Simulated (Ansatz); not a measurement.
Take the following structure.

```yaml
crystal:
  lattice:
    - [2.71249, 0.00000, 0.00000]
    - [-1.35624, 2.34908, 0.00000]
    - [0.00000, 0.00000, 20.09582]
  atoms:
    - { symbol: Re, position: [0.00000, 0.00000, 0.00000] }
    - { symbol: Re, position: [0.33333, 0.66667, 0.88884] }
    - { symbol: Re, position: [0.00000, 0.00000, 0.77783] }
    - { symbol: Re, position: [0.66667, 0.33333, 0.33333] }
    - { symbol: Re, position: [0.00000, 0.00000, 0.22217] }
    - { symbol: Re, position: [0.66667, 0.33333, 0.11116] }
    - { symbol: Re, position: [0.33333, 0.66667, 0.66667] }
    - { symbol: Re, position: [0.66667, 0.33333, 0.55551] }
    - { symbol: Re, position: [0.33333, 0.66667, 0.44449] }
```

Summarise the structure in words.

Answer. The element is rhenium. Space group: R-3m (No. 166). Lattice: rhombohedral (trigonal R). In terms of structure types, this is α-samarium (9R) type. The cell holds nine atoms. Around each Re lie twelve Re at 2.71 to 2.73 Å. The bonds build a three-dimensional framework.

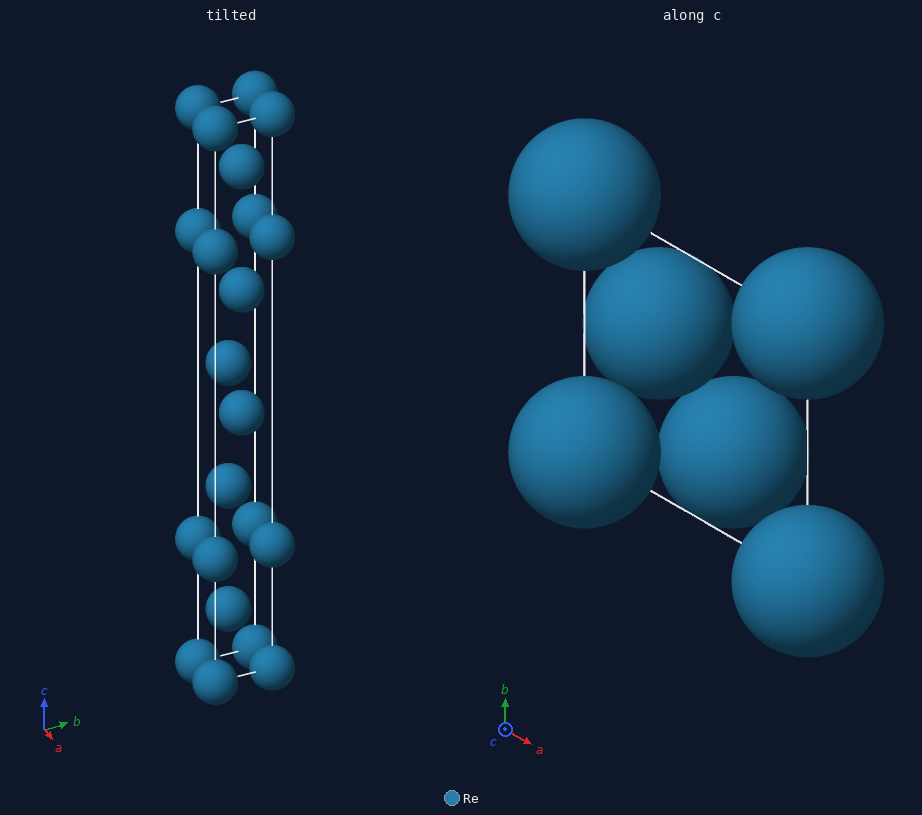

Spheres-only representation of a periodic structure, projected slightly off an axis and along the c axis. The conventional unit cell is outlined; an atom on or near a face, edge or corner is repeated at each equivalent position. Colours: rhenium blue.

The cell started as a structure listed in the Materials Project. The cell was then strained or its atoms displaced on purpose. It was the input of a calculation with Ansatz.

At this level of theory the run's own cell isn't at rest (compressed, at 10 GPa), so its distances can differ from those at equilibrium, the more so the softer the solid.
